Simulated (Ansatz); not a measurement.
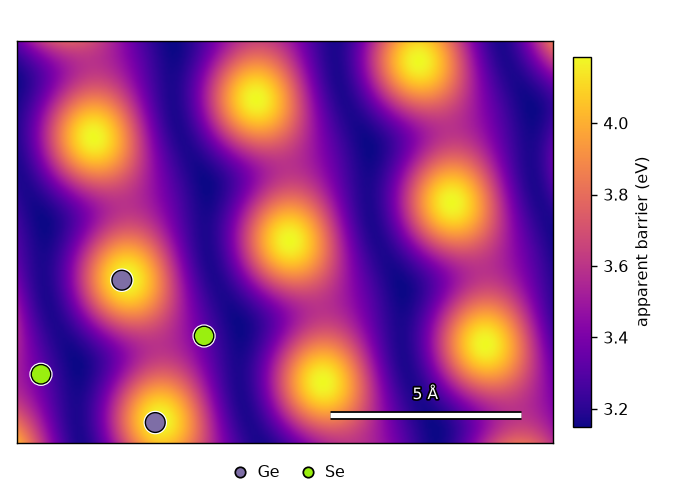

Map of the apparent barrier height, 0.952 eV Å² × (d ln I/dz)², 3.8 Å above GeSe(100) (Pnma bulk, 10 atomic planes (those closer than 0.6 Å count as one), 25 Å, SeGe-terminated) at +0.65 V; lighter colours are higher.

Model: Tersoff–Hamann, s-wave tip, no tip–sample forces. Zero bias is put in the middle of the gap by convention. Bias windows are sharp sums over the levels of the k mesh.

These are results of DFT PBE, scalar-relativistic, plane waves, PAW in Ansatz, not measurements. Cutoff 420 eV, 15 × 13 k-points, Gaussian smearing 0.05 eV, dipole correction. The slab is a cut without reconstruction beyond its cell, at the source's lattice constants, with its lower half held fixed and the rest relaxed. No spin polarisation. The run couldn't confirm all of its levels under its output density. The run warns that the functional's potential is rough in the thin density of the vacuum, where the tip is; weak contrasts and barriers may feel it.

> Where is the apparent barrier highest and lowest, and over what range?

It is highest, 4.2 eV, over the top Ge atoms, and lowest, 3.1 eV, over points just beside the top Se atoms. The vacuum level lies 4.12 eV above zero bias, 3.47 eV above the upper edge of the window.
